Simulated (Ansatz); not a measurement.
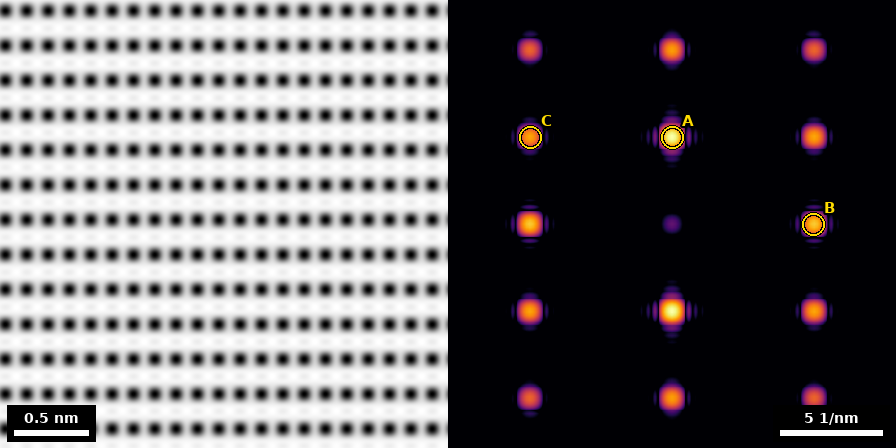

HRTEM-like image of Al (Fm-3m, No. 225) along [211]. Simulated in the weak-phase-object approximation with neutral-atom potentials: 300 kV, Cs = 40 µm, defocus −106 Å (negative is underfocus), defocus spread 12 Å, aperture 1.15 1/Å. Structure: the geometry given to an electronic-structure calculation, possibly off equilibrium.

The right panel is the modulus of the image's Fourier transform on a logarithmic scale.

a = 4.042 Å, b = 4.042 Å, c = 4.042 Å, α = 90.00°, β = 90.00°, γ = 90.00°

### Index the marked spots and give their plane spacings (the zone axis points at the viewer; indices equivalent by symmetry, or all signs reversed, are as good).

A: (1 -1 -1), d = 2.33 Å; B: (0 -2 2), d = 1.43 Å; C: (1 1 -3), d = 1.22 Å. A and B enclose 90°, and every spot obeys the zone law hu + kv + lw = 0 for [211].
